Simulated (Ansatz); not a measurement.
Hf₈O₁₅ (cell with a defect)

Input

```
crystal:
  lattice:
    - [-4.8301248088, -4.8301248088, 0.0]
    - [-4.8301248088, 4.8301248088, 0.0]
    - [4.8301248088, 0.0, -6.4194329124]
  atoms:
    - { symbol: Hf, position: [0.239151951, 0.2553258073, 0.4956455742] }
    - { symbol: Hf, position: [0.0139830354, 0.0034435891, 0.0063908196] }
    - { symbol: Hf, position: [0.75, 0.75, 0.5] }
    - { symbol: Hf, position: [0.5, 0.5, 0.0] }
    - { symbol: Hf, position: [0.1168934196, 0.621568735, 0.2433712606] }
    - { symbol: Hf, position: [0.875, 0.375, 0.75] }
    - { symbol: Hf, position: [0.625, 0.125, 0.25] }
    - { symbol: Hf, position: [0.375, 0.875, 0.75] }
    - { symbol: O, position: [0.875, 0.6800300965, 0.75] }
    - { symbol: O, position: [0.625, 0.4300300965, 0.25] }
    - { symbol: O, position: [0.375, 0.1800300965, 0.75] }
    - { symbol: O, position: [0.4449699035, 0.75, 0.5] }
    - { symbol: O, position: [0.1949699035, 0.5, 0.0] }
    - { symbol: O, position: [0.9449699035, 0.25, 0.5] }
    - { symbol: O, position: [0.6949699035, 0.0, 0.0] }
    - { symbol: O, position: [0.0550300965, 0.75, 0.5] }
    - { symbol: O, position: [0.8050300965, 0.5, 0.0] }
    - { symbol: O, position: [0.5550300965, 0.25, 0.5] }
    - { symbol: O, position: [0.3050300965, 0.0, 0.0] }
    - { symbol: O, position: [0.125, 0.3199699035, 0.25] }
    - { symbol: O, position: [0.875, 0.0699699035, 0.75] }
    - { symbol: O, position: [0.625, 0.8199699035, 0.25] }
    - { symbol: O, position: [0.375, 0.5699699035, 0.75] }
  host:
    lattice:
      - [4.8301248088, 0.0, 0.0]
      - [0.0, 4.8301248088, 0.0]
      - [0.0, 0.0, 3.2097164562]
    atoms:
      - { symbol: Hf, position: [0.0, 0.0, 0.0] }
      - { symbol: Hf, position: [0.5, 0.5, 0.5] }
      - { symbol: O, position: [0.1949699035, 0.8050300965, 0.5] }
      - { symbol: O, position: [0.3050300965, 0.3050300965, 0.0] }
      - { symbol: O, position: [0.6949699035, 0.6949699035, 0.0] }
      - { symbol: O, position: [0.8050300965, 0.1949699035, 0.5] }
basis:
  ecutwfc: 420
  xc_grid: 2
kpoints:
  mp_grid: { grid: [2, 2, 2], shift: [0.0, 0.0, 0.0] }
hamiltonian:
  xc: pbesol
scf:
  occupations: { method: gaussian, width: 0.01 }
output:
  forces: true
  stress: false
  eigenvalues: true
  charged_corrections:
    defect_position: [0.125, 0.9300301, 0.25]
    epsilon: [[27.3137, 0.0, 0.0], [0.0, 27.3137, 0.0], [0.0, 0.0, 31.239]]
  write_density: true
  write_potential: true
  elf: true
  volumetric_format: npy
relax:
  adjacent_minimum: "off"
  f_tol: 0.025
  max_steps: 45
```

Launched as:

```sh
ansatz run input.yaml --threads 4 --pin off --max-ram 10240MiB --backend cpu --events-out ev --progress --plain --runs-dir out
```

The fields are those of the run's last geometry, not of the input's.

Level of theory: DFT PBEsol, scalar-relativistic, plane waves, PAW in Ansatz 0.2.0.

The density is the valence pseudo-density of a PAW calculation; it isn't the true density close to the nuclei.

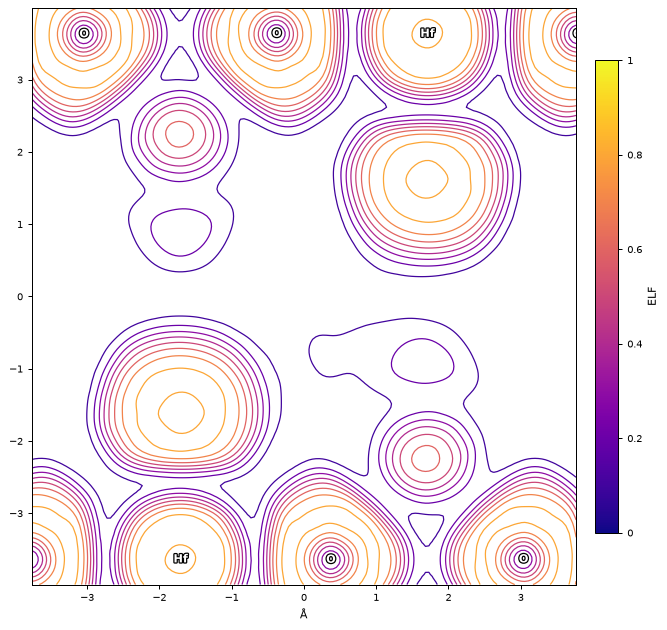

Figure 1. ELF on the (100) plane of the calculation cell.

Question: What does the map show?

Answer: The section cuts through Hf and O sites. Atoms just off the plane (Hf, 0.8 Å away and O, 0.4 Å away) can leave unmarked features too. Hf–O (2.08 Å): the ELF peaks at about 0.85 in the valence shell of O, 0.6 Å from its nucleus, and drops to about 0.15 between the two atoms; no shared electron pair shows on this line. The features right at Hf lie inside the PAW spheres, where the map follows smoothed inner orbitals and isn't to be read closely.

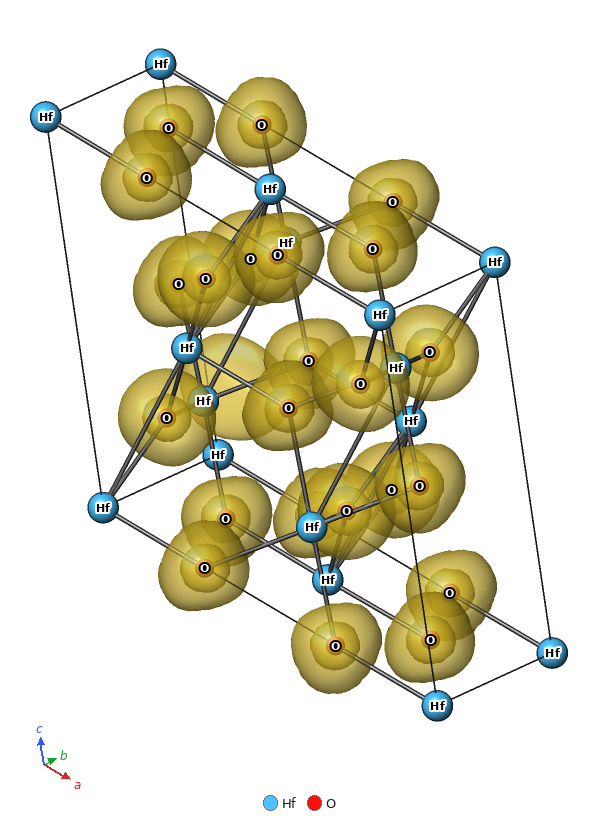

Figure 2. Isosurface of the ELF at 0.75 (yellow), seen slightly off an axis. Only the valence region is drawn (cores and ρ < 0.01 e/Å³ removed). Sticks mark near contacts.

Question: What do the ELF domains correspond to?

Answer: The surface consists of 15 regions wrapped around O (the valence shell of each) and one pocket between the atoms, centred on no nucleus (multi-centre or interstitial), counted in one cell of 23 atoms. Regions shared between cells count once. Along the contacts the grid gives the following. Hf–O (2.06 Å): the ELF peaks at about 0.80 in the valence shell of O, 0.6 Å from its nucleus, and drops to about 0.20 between the two atoms (no localised pair shows between them). Hf–Hf (3.20 Å): the ELF is about 0.10 at the midpoint: no shared electron pair shows on this line.

Question: Does the calculation give a band gap?

Answer: It is gapped, with a Kohn–Sham gap of 1.0 eV on the k-point mesh, an upper bound to the gap of this method.
